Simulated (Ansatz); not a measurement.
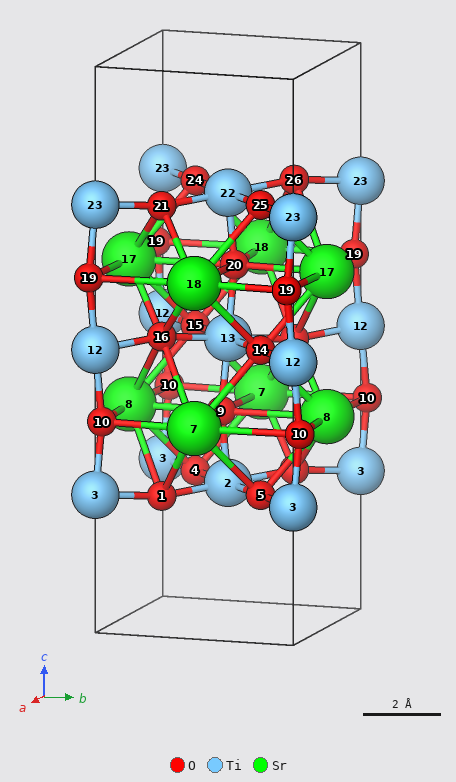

*The structure as given in the input (ball-and-stick view of the cell of the calculation, with the vacuum cut short, seen slightly off an axis; atoms are numbered from 1 in the order of the input). An atom can appear more than once, as a periodic image.*

## Sr2Ti3O8: single-point calculation

- system: Sr2Ti3O8 (slab, 26 atoms in the cell)
- method: DFT PBEsol, scalar-relativistic, plane waves, PAW, no spin polarisation (Ansatz 0.2.0)

The structure derives from an entry of the Crystallography Open Database. It belongs to a series of runs on one base structure; here: k mesh: [1, 1, 1]. Figures and captions count atoms from 1; the log counts them from 0 in places.

Input file:
```yaml
crystal:
  lattice:
    - [5.5043380451, 0.0, 0.0]
    - [0.0344432879, 5.5042302799, 0.0]
    - [0.0, 0.0, 23.1424098445]
  atoms:
    - { symbol: O, position: [0.75, 0.25, 0.3240803378] }
    - { symbol: Ti, position: [0.5, 0.5, 0.3323442488] }
    - { symbol: Ti, position: [0.0, 0.0, 0.3323442488] }
    - { symbol: O, position: [0.25, 0.25, 0.3323442488] }
    - { symbol: O, position: [0.75, 0.75, 0.3323442488] }
    - { symbol: O, position: [0.25, 0.75, 0.3406081599] }
    - { symbol: Sr, position: [0.0, 0.5, 0.4161721244] }
    - { symbol: Sr, position: [0.5, 0.0, 0.4161721244] }
    - { symbol: O, position: [0.5246454743, 0.4753545257, 0.4161721244] }
    - { symbol: O, position: [0.9753545257, 0.0246454743, 0.4161721244] }
    - { symbol: O, position: [0.25, 0.75, 0.491736089] }
    - { symbol: Ti, position: [0.0, 0.0, 0.5] }
    - { symbol: Ti, position: [0.5, 0.5, 0.5] }
    - { symbol: O, position: [0.75, 0.75, 0.5] }
    - { symbol: O, position: [0.25, 0.25, 0.5] }
    - { symbol: O, position: [0.75, 0.25, 0.508263911] }
    - { symbol: Sr, position: [0.5, 0.0, 0.5838278756] }
    - { symbol: Sr, position: [0.0, 0.5, 0.5838278756] }
    - { symbol: O, position: [0.0246454743, 0.9753545257, 0.5838278756] }
    - { symbol: O, position: [0.4753545257, 0.5246454743, 0.5838278756] }
    - { symbol: O, position: [0.75, 0.25, 0.6593918401] }
    - { symbol: Ti, position: [0.5, 0.5, 0.6676557512] }
    - { symbol: Ti, position: [0.0, 0.0, 0.6676557512] }
    - { symbol: O, position: [0.25, 0.25, 0.6676557512] }
    - { symbol: O, position: [0.75, 0.75, 0.6676557512] }
    - { symbol: O, position: [0.25, 0.75, 0.6759196622] }
basis:
  ecutwfc: 420
kpoints:
  mp_grid: { grid: [1, 1, 1] }
hamiltonian:
  xc: pbesol
scf:
  occupations: { method: gaussian, width: 0.05 }
output:
  forces: true
  stress: true
  eigenvalues: true
efield:
  axis: 3
  dipole_correction: true
  ramp_width: 0.04
```

Hardware: 4 threads of Intel Xeon (Granite Rapids), 32 GiB of memory available, shared host.

Launched with:
```bash
ansatz run input.yaml --threads 4 --pin off --max-ram 10240MiB --backend cpu --events-out ev --progress --plain --runs-dir out
```

What the program printed:
```
Engine: ansatz 0.2.0, x86_64-unknown-linux-gnu
Pseudopotentials: kind: paw
Pseudopotential: O, paw, valence charge 6, recommended cutoff 420 eV (normal), O.paw.azcp
Pseudopotential: Ti, paw, valence charge 12, recommended cutoff 420 eV (normal), Ti.paw.azcp
Pseudopotential: Sr, paw, valence charge 10, recommended cutoff 420 eV (normal), Sr.paw.azcp
Functional definition: PBEsol
  exchange = pbesol_x
  correlation = pbesol_c
Crystal: 26 atoms, lattice volume = 701.149 Å³
Basis set: ecut = 420 eV, 13649 PW (Γ), exchange–correlation on 80×80×320 points (8 copies of the dense FFT grid, shifted against one another)
Bands: 130, of which v1, the nominal top of the filled ones, is band 104 counted from 1 (103 counted from 0)
Symmetry: 4 space group operations
k-points: 1
Non-local potential: O, projectors of the file, l = 0: 2, l = 1: 2, l = 2: 1
Non-local potential: Ti, projectors of the file, l = 0: 3, l = 1: 2, l = 2: 3, l = 3: 1
Non-local potential: Sr, projectors of the file, l = 0: 3, l = 1: 2, l = 2: 2
PAW form: soft (Blöchl's): semilocal exchange-correlation on the pseudo side does not see the compensation charge
PAW frozen core: O, regenerated for the run's functional, and the local potential with it (the file was generated under x = pbe(κ = 0.804, μ = 0.2195149727645171), c = pbe(β = 0.06672455060314922))
PAW frozen core: Ti, regenerated for the run's functional, and the local potential with it (the file was generated under x = pbe(κ = 0.804, μ = 0.2195149727645171), c = pbe(β = 0.06672455060314922))
PAW frozen core: Sr, regenerated for the run's functional, and the local potential with it (the file was generated under x = pbe(κ = 0.804, μ = 0.2195149727645171), c = pbe(β = 0.06672455060314922))
PAW one-centre angular grid: O, 110 points (default); XC on 64 Gauss nodes
PAW one-centre angular grid: Ti, 590 points (default); XC on 64 Gauss nodes
PAW one-centre angular grid: Sr, 110 points (default); XC on 64 Gauss nodes
Initial density: superposition of atomic densities (neutral atoms: chi_scale 0, normalization atom), corrected by the library's trained network
Initial wavefunctions: pseudopotential atomic-orbital guess
Functional: x = pbesol(κ = 0.804, μ = 0.12345679012345678), c = pbesol(β = 0.046)
SCF iter   1: F=—  HF=-37812.929524 eV  |F-HF|=—  |Δ(HF+E_count)|=         —  Δρ=1.39e-2  dr2=1.30e0  ethr=1.77e-3  p=0.000 e·Å  D=2.63e-13 V/Å  ΔV_dip=-0.00 eV  dr2_dipole=4.95e-8  V_vac-E_F(+/−)=4.26/4.26 eV  ⟨swp⟩=8.0  Hψ=655  notcnv=0  defer=1
efield: sawtooth ramp at fractional position 0.9800 (placed from the atoms, in the widest stretch of the axis that holds none; the zero of the levels goes with the place), width 0.0400; the density the first Hamiltonian is built on has a dipole p = 0.000 e·Å; the dipole correction subtracts the counter field D = 2.63e-13 V/Å, which shifts the + side's vacuum level by -0.00 eV against the − side's; the planar-averaged density in the ramp window peaks in size at 1.0e-5 e/Å³
preconditioner: auto → Resta (q_TF=auto, 2.228 Å⁻¹)  ε∞=3.7  [insulator: Δε(μ)=0.770 eV  Ē_g=10.542 eV  σ=0.050 eV  W_gap=1.00  n_scr=120 (ndim 8)  ℏωp=17.3 eV  f_vac=0.537  D(μ)=0.00/eV (n_scr^D=0)  ε∞_Penn≈3.7  vacuum switching on, ρ_ref=8.1e-3 e/Å³]
SCF iter   2: F=—  HF=-37812.815753 eV  |F-HF|=—  |Δ(HF+E_count)|=   1.14e-1  Δρ=1.36e-2  dr2=1.17e0  ethr=6.25e-4  p=0.000 e·Å  D=2.21e-5 V/Å  ΔV_dip=-0.00 eV  dr2_dipole=4.20e-7  V_vac-E_F(+/−)=4.20/4.20 eV  ⟨swp⟩=3.0  Hψ=258  notcnv=0  defer=19
preconditioner: auto → LDOS  [insulator: Δε(μ)=0.212 eV  Ē_g=10.101 eV  σ=0.050 eV  W_gap=1.00  n_scr=120 (ndim 8)  ℏωp=17.3 eV  f_vac=0.537  D(μ)=0.52/eV (n_scr^D=2)  ε∞_Penn≈3.9  β→1.0]
SCF iter   3: F=—  HF=-37812.685344 eV  |F-HF|=—  |Δ(HF+E_count)|=   1.30e-1  Δρ=3.80e-3  dr2=9.10e-2  ethr=5.65e-4  p=0.000 e·Å  D=7.12e-6 V/Å  ΔV_dip=-0.00 eV  dr2_dipole=1.41e-8  V_vac-E_F(+/−)=4.30/4.31 eV  ⟨swp⟩=2.0  Hψ=164  notcnv=0  defer=19
SCF iter   4: F=—  HF=-37812.688682 eV  |F-HF|=—  |Δ(HF+E_count)|=   3.34e-3  Δρ=2.92e-3  dr2=7.83e-2  ethr=4.37e-5  p=-0.000 e·Å  D=-8.65e-5 V/Å  ΔV_dip=0.00 eV  dr2_dipole=1.62e-6  V_vac-E_F(+/−)=4.39/4.39 eV  ⟨swp⟩=2.0  Hψ=233  notcnv=0  defer=19
SCF iter   5: F=—  HF=-37812.673189 eV  |F-HF|=—  |Δ(HF+E_count)|=   1.55e-2  Δρ=5.22e-4  dr2=1.62e-3  ethr=3.76e-5  p=0.000 e·Å  D=2.95e-5 V/Å  ΔV_dip=-0.00 eV  dr2_dipole=2.12e-7  V_vac-E_F(+/−)=4.32/4.33 eV  ⟨swp⟩=2.0  Hψ=162  notcnv=0  defer=19
SCF iter   6: F=—  HF=-37812.673223 eV  |F-HF|=—  |Δ(HF+E_count)|=   3.40e-5  Δρ=2.96e-4  dr2=7.63e-4  ethr=7.81e-7  p=-0.000 e·Å  D=-2.57e-5 V/Å  ΔV_dip=0.00 eV  dr2_dipole=1.20e-7  V_vac-E_F(+/−)=4.34/4.34 eV  ⟨swp⟩=2.0  Hψ=247  notcnv=0  defer=19
SCF iter   7: F=—  HF=-37812.673146 eV  |F-HF|=—  |Δ(HF+E_count)|=   7.73e-5  Δρ=8.57e-5  dr2=4.10e-5  ethr=3.67e-7  p=-0.000 e·Å  D=-2.92e-6 V/Å  ΔV_dip=0.00 eV  dr2_dipole=7.87e-10  V_vac-E_F(+/−)=4.33/4.33 eV  ⟨swp⟩=2.0  Hψ=159  notcnv=0  defer=19
SCF iter   8: F=—  HF=-37812.673174 eV  |F-HF|=—  |Δ(HF+E_count)|=   2.82e-5  Δρ=5.03e-5  dr2=1.90e-5  ethr=1.97e-8  p=0.000 e·Å  D=3.88e-6 V/Å  ΔV_dip=-0.00 eV  dr2_dipole=3.16e-9  V_vac-E_F(+/−)=4.33/4.33 eV  ⟨swp⟩=2.0  Hψ=196  notcnv=0  defer=19
SCF iter   9: F=—  HF=-37812.673177 eV  |F-HF|=—  |Δ(HF+E_count)|=   2.89e-6  Δρ=2.09e-5  dr2=2.90e-6  ethr=9.12e-9  p=-0.000 e·Å  D=-5.77e-7 V/Å  ΔV_dip=0.00 eV  dr2_dipole=2.89e-11  V_vac-E_F(+/−)=4.33/4.33 eV  ⟨swp⟩=2.0  Hψ=186  notcnv=0  defer=19
SCF iter  10: F=—  HF=-37812.673178 eV  |F-HF|=—  |Δ(HF+E_count)|=   1.52e-6  Δρ=8.35e-6  dr2=3.45e-7  ethr=1.39e-9  p=-0.000 e·Å  D=-6.43e-7 V/Å  ΔV_dip=0.00 eV  dr2_dipole=6.86e-11  V_vac-E_F(+/−)=4.33/4.33 eV  ⟨swp⟩=2.0  Hψ=158  notcnv=0  defer=19
SCF iter  11: F=—  HF=-37812.673179 eV  |F-HF|=—  |Δ(HF+E_count)|=   6.37e-7  Δρ=5.00e-6  dr2=1.50e-7  ethr=4.81e-11  p=0.000 e·Å  D=1.50e-7 V/Å  ΔV_dip=-0.00 eV  dr2_dipole=1.24e-11  V_vac-E_F(+/−)=4.33/4.33 eV  ⟨swp⟩=15.0  Hψ=803  notcnv=0
SCF iter  12: F=-37812.673179 eV  HF=-37812.673179 eV  |F-HF|=4.44e-8  |Δ(HF+E_count)|=   2.04e-7  Δρ=3.13e-6  dr2=4.81e-8  ethr=4.81e-11  p=0.000 e·Å  D=9.97e-8 V/Å  ΔV_dip=-0.00 eV  dr2_dipole=2.76e-12  V_vac-E_F(+/−)=4.33/4.33 eV  ⟨swp⟩=7.0  Hψ=409  notcnv=0
SCF 1 converged in 12 iterations: F = -37812.673179 eV  dr2 = 4.81e-8
  greatest PAW one-centre occupation: 0.999 electrons in one spin orbital (limit 2), on the Ti atom at site 12 (counted from 0), in its partial waves of l = 0
```

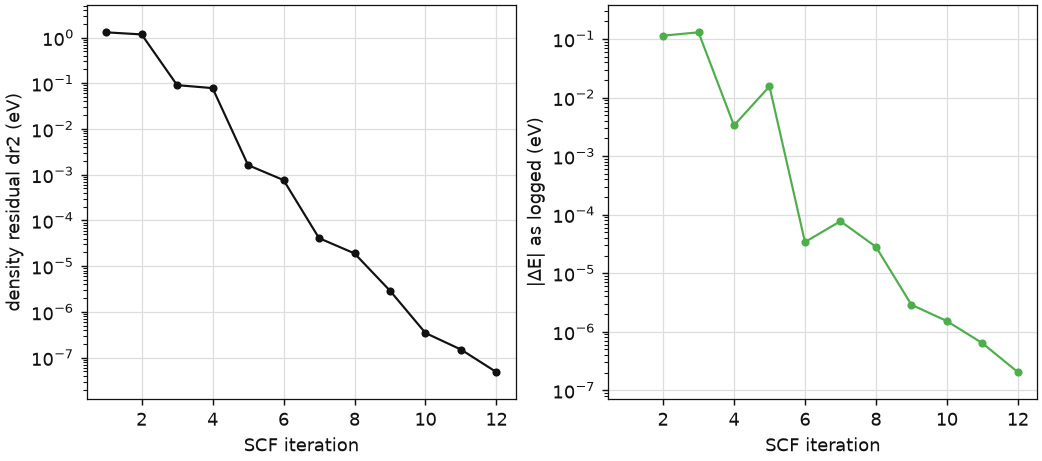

*Convergence of the self-consistent field: density residual dr2 and size of the energy change against the SCF iteration.*

The residual falls at every step.

```
SCF converged after 12 iterations
Free energy (F): -37812.673179 eV
Harris-Foulkes:  -37812.673179 eV  (|F-HF|=4.44e-8)
Internal energy: -37812.673179 eV  (E = F + TS)
E sigma→0 (E₀):  -37812.673179 eV
Entropy (-TS):   -0.000000 eV (-0.000 meV/atom)
Fermi energy:    2.180717 eV
Dipole field:    D = -0.000001 V/Å  (p = -0.000004 e·Å, saw-weighted, corrected)
Work function:   Φ+ = 4.3277 eV   Φ− = 4.3276 eV
Levels:          The Fermi level and band energies are counted from a zero that moves with the ramp; work functions are not
--- Per-component energies (eV) ---
  E_band       = -2996.723252
  E_kinetic    = 5423.531043
  E_local      = -174897.356927  (includes V_loc(G=0)·N_el)
  E_nonlocal   = 1610.469640
  E_hartree    = 84741.696910
  E_xc         = -2441.936565
  E_vxc        = -2883.240783  (∫ρ·V_xc dr)
  E_paw        = -19134.061948  (= ΣΔE_a)
  E_vpaw       = -1733.582526  (= ΣTr[D̂ρ^β])
  E_aug_tail   = 0.040499  (compensation charges beyond the density's cutoff)
  E_efield     = 0.000000  (sawtooth field / dipole correction)
  E_vefield    = 0.000000  (∫n·V_field dr)
  E_ewald      = 66883.005868
  E_core_change = 1.938302  (= ΣΔE_core)
  E_smearing   = -0.000000  (= −TS)
  E_closure    = 0.000000  (closes the sum)
  Σ components = -37812.673179   (vs F -37812.673179, Δ=0.00e0)
--- Forces (eV/Å), atoms counted from 1 ---
  atom   1  O     -0.00000000    -0.00000000    -0.81894282
  atom   2  Ti     0.84157065    -0.84685335     2.59152021
  atom   3  Ti    -0.84157065     0.84685335     2.59152021
  atom   4  O     -0.00000000     0.00000000     0.09952740
  atom   5  O      0.00000000     0.00000000     0.09952740
  atom   6  O      0.00000000     0.00000000     0.55268960
  atom   7  Sr     0.20575515     0.20447164    -0.86805500
  atom   8  Sr    -0.20575515    -0.20447164    -0.86805500
  atom   9  O      0.10293726    -0.10358341    -0.96455978
  atom  10  O     -0.10293726     0.10358341    -0.96455978
  atom  11  O      0.00000000    -0.00000000    -0.79873144
  atom  12  Ti    -0.00000010     0.00000010    -0.00000308
  atom  13  Ti     0.00000010    -0.00000010    -0.00000308
  atom  14  O      0.00000000     0.00000000     0.00000068
  atom  15  O      0.00000000     0.00000000     0.00000068
  atom  16  O      0.00000000     0.00000000     0.79873297
  atom  17  Sr     0.20575499     0.20447149     0.86805401
  atom  18  Sr    -0.20575499    -0.20447149     0.86805401
  atom  19  O      0.10293740    -0.10358355     0.96456544
  atom  20  O     -0.10293740     0.10358355     0.96456544
  atom  21  O      0.00000000    -0.00000000    -0.55268802
  atom  22  Ti    -0.84157044     0.84685313    -2.59152403
  atom  23  Ti     0.84157044    -0.84685313    -2.59152403
  atom  24  O     -0.00000000    -0.00000000    -0.09952521
  atom  25  O      0.00000000    -0.00000000    -0.09952521
  atom  26  O     -0.00000000     0.00000000     0.81894444
  max |Σ_I F_I| component: 6.01e-6 eV/Å
--- Stress (GPa, compression-positive) ---
        3.058340       0.119984       0.000000
        0.119984       3.056838      -0.000000
        0.000000      -0.000000      -5.635772
  P = ⅓ Tr σ = 0.1598 GPa (1.598 kbar)
--- Band table (eV) ---
  k-point 0: bands = ["-55.7793", "-55.7792", "-55.7769", "-55.7768", "-55.7748", "-55.7722", "-32.2392", "-32.2187", "-32.2041", "-32.1911", "-32.1862", "-32.1776", "-32.1720", "-32.1550", "-32.1379", "-32.1336", "-32.1114", "-32.1114", "-32.1096", "-32.1011", "-32.0758", "-32.0750", "-32.0547", "-32.0546", "-31.5494", "-31.5232", "-31.5083", "-31.4976", "-16.5594", "-15.9862", "-15.9034", "-15.8104", "-15.5464", "-15.5400", "-15.4583", "-15.3891", "-15.3473", "-15.2630", "-14.7587", "-14.7172", "-14.6063", "-14.4212", "-14.3203", "-14.2439", "-13.7603", "-13.6047", "-13.5773", "-13.5681", "-13.5478", "-13.5468", "-13.5057", "-13.3977", "-13.2871", "-13.2176", "-13.1207", "-13.0149", "-3.7415", "-3.4669", "-3.4383", "-3.3689", "-3.2881", "-3.0866", "-3.0486", "-2.9382", "-2.9363", "-2.7848", "-2.7693", "-2.4981", "-2.4905", "-2.3696", "-2.0813", "-1.9954", "-1.9904", "-1.9466", "-1.9032", "-1.6800", "-1.6315", "-1.5232", "-1.5144", "-1.3181", "-1.2558", "-1.1444", "-0.9243", "-0.7157", "-0.6784", "-0.6541", "-0.3812", "-0.3531", "-0.2726", "0.0142", "0.0338", "0.0567", "0.3717", "0.3797", "0.4625", "0.6319", "0.7200", "0.9411", "1.1045", "1.1184", "1.1481", "1.1627", "1.9632", "1.9865", "2.3748", "2.5122", "2.5493", "2.7486", "2.7550", "3.1366", "3.1488", "3.8786", "3.8863", "3.9260", "4.3856", "4.4224", "4.4913", "4.6190", "4.6505", "4.6890", "4.7251", "4.8552", "4.8633", "4.9738", "5.0355", "5.1319", "5.1442", "5.2478", "5.2670", "5.8803"]
```

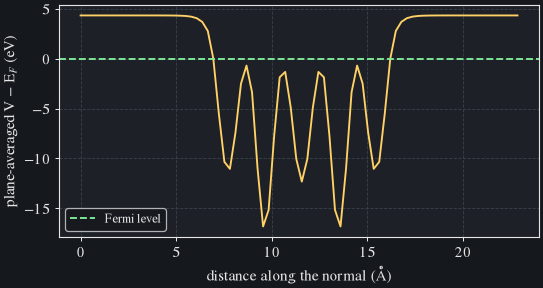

*Plane average of the electrostatic potential energy of an electron across the cell, from the Fermi level.*

The vacuum level lies 4.33 eV above the Fermi level.

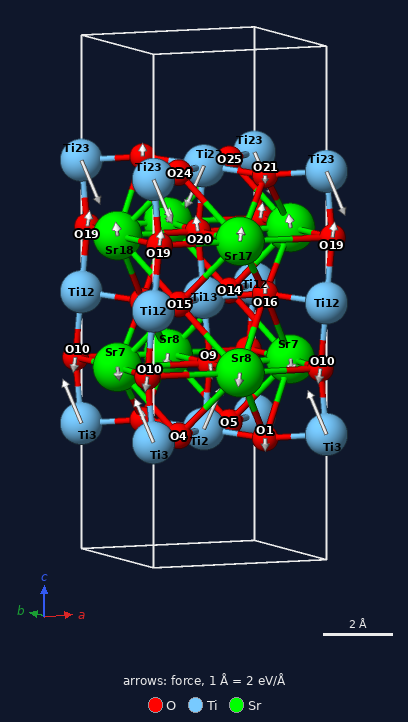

*Forces on the atoms as white arrows (ball-and-stick view of the cell of the calculation, with the vacuum cut short, seen slightly off an axis; atoms are numbered from 1 in the order of the input); the smallest are left out.*

The largest act on Ti2, Ti3, Ti22, Ti23 (2.85 eV/Å); O9, O10, O19, O20 (0.98 eV/Å); all 4 Sr atoms (0.92 eV/Å). 

Key numbers:

```json
{"quantity": "outcome", "value": "converged"}
{"quantity": "electrons treated", "value": "208"}
{"quantity": "free energy", "value": "−37812.6732 eV"}
{"quantity": "work function, top face", "value": "4.33 eV"}
{"quantity": "work function, bottom face", "value": "4.33 eV"}
{"quantity": "Fermi energy", "value": "2.181 eV"}
{"quantity": "gap on the k-point mesh", "value": "0.39 eV"}
{"quantity": "work function (upper face)", "value": "4.33 eV"}
{"quantity": "largest force (length of the vector)", "value": "2.853 eV/Å"}
{"quantity": "wall time", "value": "2.2 s (CPU time 7.3 s)"}
{"quantity": "peak memory", "value": "0.76 GiB"}
```

Remarks:

So coarse a mesh can miss the band edges, so the true gap of this method can be much smaller, or zero. The k-point mesh is coarse for a cell of this size, so the results may not be converged.
